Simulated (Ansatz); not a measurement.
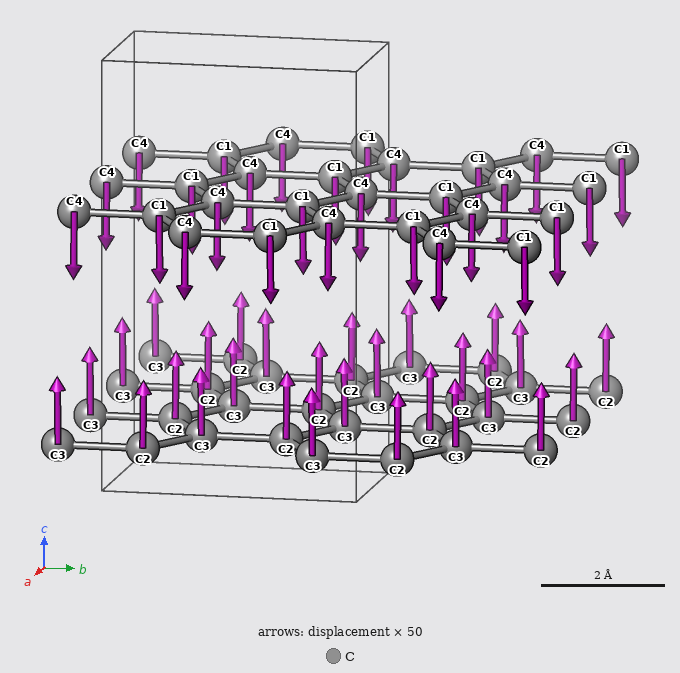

This is a relaxation of crystalline C (set up in Cmme). The starting structure is drawn; purple arrows show the displacements (the part carried along by the change of the cell is left out), 50 times their true length.

A ball-and-stick model of the conventional cell (2 times the calculation's cell), repeated 3 × 2 × 1 with one cell outlined, seen slightly off an axis. Lengths and directions refer to the drawn axes.

Case: relaxed functional: r2SCAN.

Theory: DFT r2SCAN, scalar-relativistic, plane waves, PAW in Ansatz.

Input
```yaml
crystal:
  lattice:
    - [1.22804797, -2.12706182, 0.0]
    - [1.22804797, 2.12706182, 0.0]
    - [0.0, 0.0, 7.17326776]
  atoms:
    - { symbol: C, position: [0.08337946, 0.91662054, 0.7531376] }
    - { symbol: C, position: [0.58337946, 0.41662054, 0.2468624] }
    - { symbol: C, position: [0.91662054, 0.08337946, 0.2468624] }
    - { symbol: C, position: [0.41662054, 0.58337946, 0.7531376] }
basis:
  ecutwfc: 500
kpoints:
  mp_grid: { grid: [18, 18, 6] }
hamiltonian:
  xc: r2scan
scf:
  occupations: { method: gaussian, width: 0.1 }
output:
  forces: true
  stress: true
  eigenvalues: true
relax:
  adjacent_minimum: "off"
  f_tol: 0.01
  max_steps: 60
  cell: { stress_tol: 0.05 }
```

Launched with:
```bash
ansatz run input.yaml --threads 1 --pin off --max-ram 2560MiB --backend cpu --events-out ev --progress --plain --runs-dir out
```

Question: What did the optimiser do to the structure, and how much energy did it gain?

Answer: The energy falls by 0.1 meV per atom in 3 accepted moves (5 points after the start). The largest force component goes from 0.022 to 0.0053 eV/Å. The pressure goes from −0.12 to −0.01 GPa. The line search rejected the trial step at point 1 of the run. The SCF was repeated once at an unchanged geometry on a basis and grid sized afresh for the cell, which shifted the energy by less than 0.05 meV per atom at most. The largest moves relative to the cell, 0.023 Å, are those of C1, C2, C3 and C4. C1 goes along −c. Cell: a unchanged at 2.456 Å, b 4.254 → 4.253 Å (0.0 %), c 7.173 → 7.118 Å (−0.8 %). Volume −0.8 %. The space group (tolerance 0.01 Å) goes from Cmme (No. 67) to Fmmm (No. 69). The run took 3.6 min on 1 thread of Intel(R) Xeon(R) Processor @ 2.50GHz (Skylake/Cascade Lake) (shared host), peak memory 0.58 GiB.

Limits of the set-up: layers or molecules are held without a dispersion correction, so their spacing is unreliable.
